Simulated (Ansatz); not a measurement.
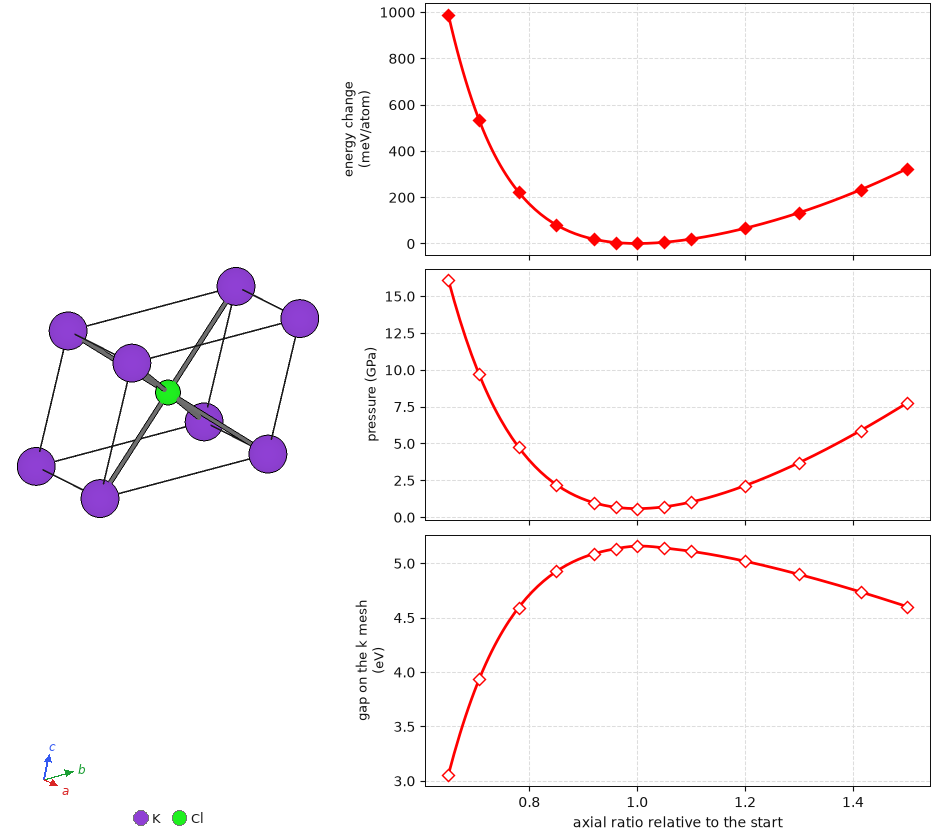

The plot gives the computed energy change, pressure and gap on the k mesh against relative axial ratio for KCl, space group Fm-3m (No. 225). The cell is drawn beside the plot.

Structure:
```yaml
crystal:
  lattice:
    - [0.00000, 3.15610, 3.15610]
    - [3.15610, 0.00000, 3.15610]
    - [3.15610, 3.15610, 0.00000]
  atoms:
    - { symbol: K, position: [0.00000, 0.00000, 0.00000] }
    - { symbol: Cl, position: [0.50000, 0.50000, 0.50000] }
```

Computed with Ansatz 0.2.0: deformation of a crystal at fixed volume, lengths along the axis scaled against those across it, fractional coordinates fixed, by plane-wave density functional theory with PAW datasets, free energies less that of the undisturbed cell, pressure positive in compression; scalar-relativistic. Level: PBE, no spin polarisation.

- wave cutoff: 420 eV
- k mesh: 8×8×8
- occupations: Gaussian
- smearing width: 0.05 eV
- k shift: (0, 0, 0) (mesh steps)
- start: as given
- path: tetragonal
- axis direction: (0, 0, 1) (Cartesian unit vector)

### At which relative axial ratio is the energy change least?

The lowest computed point is at relative axial ratio 1.000 (0 meV/atom).

### How does the pressure vary with relative axial ratio?

It goes from 16.1 GPa at relative axial ratio 0.650 to 7.7 GPa at 1.500, not monotonically, with a low of 0.6 GPa at 1.000.

### How does the gap on the k mesh respond?

It stays open and runs from 3.056 eV at relative axial ratio 0.650 to 4.601 eV at 1.500, with its largest value, 5.157 eV, at 1.000.

Limits of the calculation: reference crystal is not relaxed.
